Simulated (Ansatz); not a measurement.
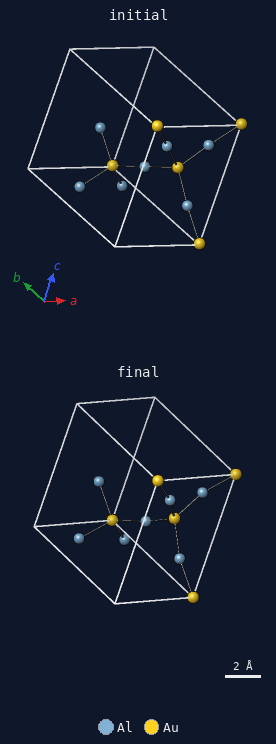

The structure of crystalline Al$_{2}$Au (built on the beta-cristobalite_227 type) (coarse preliminary run) before (top) and after (bottom) a relaxation, at one scale.

A ball-and-stick model of the cell of the calculation, reduced to other axes, seen from a free direction. Lengths and directions refer to the drawn axes.

The calculation used DFT PBE, scalar-relativistic, plane waves, PAW in Ansatz.

The input:
```yaml
crystal:
  lattice:
    - [-0.0508383372, 5.4827125857, 5.6376797779]
    - [5.5235993145, 0.0072126644, 5.5796287763]
    - [5.579499716, 5.4805619856, -0.0486877371]
  atoms:
    - { symbol: Al, position: [0.1264797861, 0.1183563272, 0.1298801925] }
    - { symbol: Al, position: [0.6244132295, 0.1271296021, 0.1273005663] }
    - { symbol: Al, position: [0.1128634781, 0.1300076231, 0.6321261665] }
    - { symbol: Al, position: [0.1345149758, 0.6207814427, 0.1229803229] }
    - { symbol: Au, position: [0.0106575883, 0.0049414728, -0.0085461942] }
    - { symbol: Au, position: [0.2410709421, 0.2487835321, 0.2462589461] }
basis:
  ecutwfc: 420
kpoints:
  mp_grid: { grid: [4, 4, 4] }
hamiltonian:
  xc: pbe
scf:
  occupations: { method: gaussian, width: 0.1 }
output:
  forces: true
  stress: true
  eigenvalues: true
relax:
  adjacent_minimum: "off"
  f_tol: 0.015
  max_steps: 120
  cell: { stress_tol: 0.15 }
```

Command:
```bash
ansatz run input.yaml --threads 1 --pin off --max-ram 2560MiB --backend cpu --events-out ev --progress --plain --runs-dir out
```

What changed between the two?

Answer. The largest move relative to the cell is that of Al2, 0.26 Å roughly along [0 −2 1]. Largest moves by element: Al 0.26 Å, Au 0.09 Å. Cell: a 7.814 → 7.638 Å (−2.2 %), b 7.821 → 7.685 Å (−1.7 %), c 7.851 → 8.080 Å (+2.9 %), α 60.1° → 58.0°, β 60.3° → 58.2°, γ 89.0° → 83.1°. Volume −3.0 %. Some distances before and after: Al2–Au5 2.500 → 2.396 Å, Al1–Au6 2.310 → 2.413 Å, Al3–Au6 2.495 → 2.413 Å, Al3–Au5 2.322 → 2.396 Å. Among the angles between lasting bonds that change: Al2–Au6–Al3 109.7° → 127.7°, Al1–Au6–Al4 114.8° → 127.9°, Au5–Al4–Au6 177.0° → 167.3°. The space group stays P1 (No. 1). After 9 accepted moves (13 points after the start) the energy has fallen by 35.8 meV per atom. Largest force component: 1.2 eV/Å at the start, 0.0089 eV/Å at the end. Pressure: 0.09 GPa at the start and −0.01 GPa at the end. The line search rejected the trial steps at points 3, 6, 9 of the run. The SCF was repeated once at an unchanged geometry on a basis and grid sized afresh for the cell, which shifted the energy by less than 0.05 meV per atom at most. The run took 7.3 min on 1 thread of Arm Neoverse V2, with other jobs on the host, peak memory 0.65 GiB.
